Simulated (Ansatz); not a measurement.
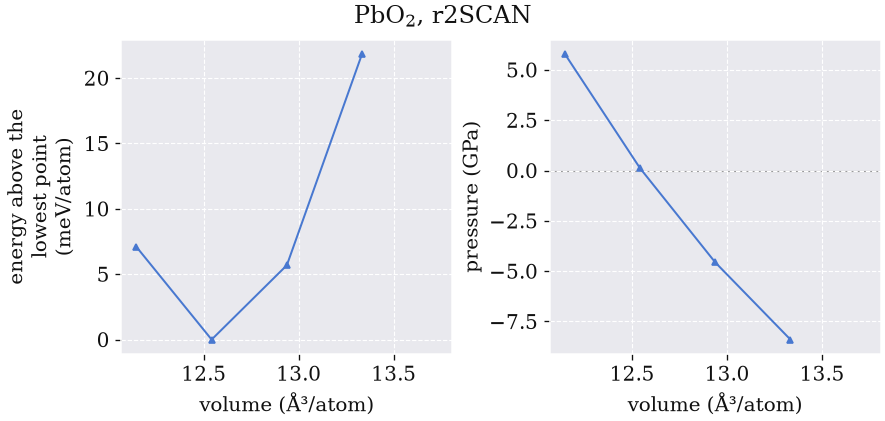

The plot gives the computed energy above the lowest point and pressure against volume for PbO₂, space group Fm-3m (No. 225) (one of a set of cubic test structures, which need not be the stable phase).

How it was computed, with Ansatz 0.2.0 development build: equation of state of a cubic crystal from periodic Kohn-Sham density functional theory without spin, third-order Birch-Murnaghan fit to the free energies; pressure corrected for the finite basis. Level: r2SCAN, no spin-orbit coupling.

structure type fluorite; atoms in cell 3; space group number 225; lattice centring face-centred primitive; k mesh 11×11×11; occupation method Fermi–Dirac; occupation width 0.1 eV; wave cutoff 500 eV; datasets soft-1 PAW; density tolerance 1e−07 eV; bands 17; density cutoff ratio 4; search for lower states default.

The point at volume 13.73 Å³/atom is left out of the plot. What does the calculation give there?

```csv
volume (Å³/atom),energy above the lowest point (meV/atom),pressure (GPa)
13.73,46.6,-11.5
```

Caveats: cubic model structure, not the ambient form; no spin-orbit coupling with 6p elements.
